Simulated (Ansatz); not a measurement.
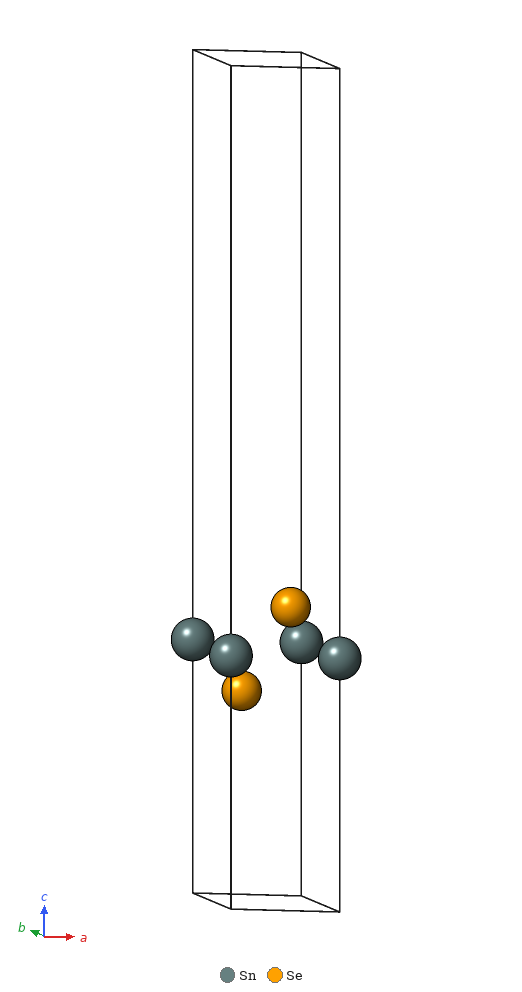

The image is a spheres-only drawing of a crystal, viewed from the side at a slight tilt. The edges of the simulation cell are marked.

Here is the input:
```yaml
crystal:
  lattice:
    - [3.86862685, -2.887e-07, 0.0]
    - [-1.934313175, 3.3503292742, 0.0]
    - [0.0, 0.0, 29.937]
  atoms:
    - { symbol: Sn, position: [0.0, 0.0, 0.300631] }
    - { symbol: Se, position: [0.6666666667, 0.3333333333, 0.353932] }
    - { symbol: Se, position: [0.3333333333, 0.6666666667, 0.24733] }
  periodic: [true, true, false]
basis:
  ecutwfc: 420
kpoints:
  mp_grid: { grid: [12, 12, 1] }
  band_path:
    path:
      - [0.0, 0.0, 0.0]
      - [0.5, 0.0, 0.0]
      - [0.33333333, 0.33333333, 0.0]
      - [0.0, 0.0, 0.0]
    npoints: 14
hamiltonian:
  xc: pbe
scf:
  occupations: { method: gaussian, width: 0.02 }
  n_extra_bands: 7
output:
  forces: true
  stress: true
  eigenvalues: true
  populations: true
  dos: { projected: true, de: 0.02, nscf_kmesh: { grid: [18, 18, 1] } }
  bader: true
  write_density: true
  write_potential: true
  elf: true
  volumetric_format: npy
```
Run as:
```sh
ansatz run input.yaml --threads 1 --pin off --max-ram 3072MiB --backend cpu --events-out ev --progress --plain --runs-dir out
```

The calculation used DFT PBE, scalar-relativistic, plane waves, PAW in Ansatz, with a kinetic-energy cutoff of 420 eV, the zone sampled with 12×12×1 points, Gaussian smearing of 0.02 eV, no spin polarisation.

Question: What charge does Bader's analysis assign to each element?

Answer: Sn +1.24 e; Se -0.62 e. The transfer is large, as in an ionic solid.

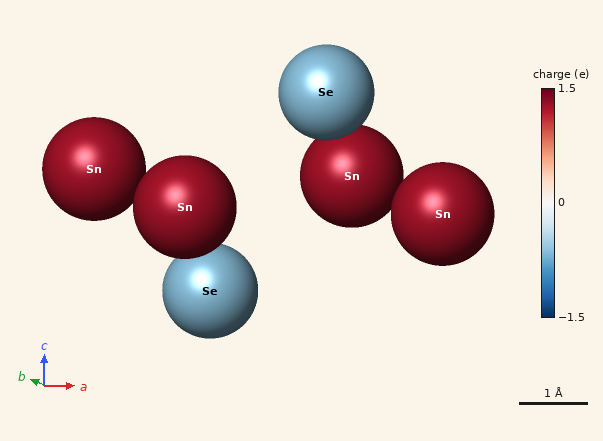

The atoms coloured by those charges.

It goes back to a structure type filled with these elements by a generator (whether the compound takes this form wasn't checked). Earlier steps of the study may have refined or changed the cell and positions. An electronic-structure calculation with Ansatz was run on it.
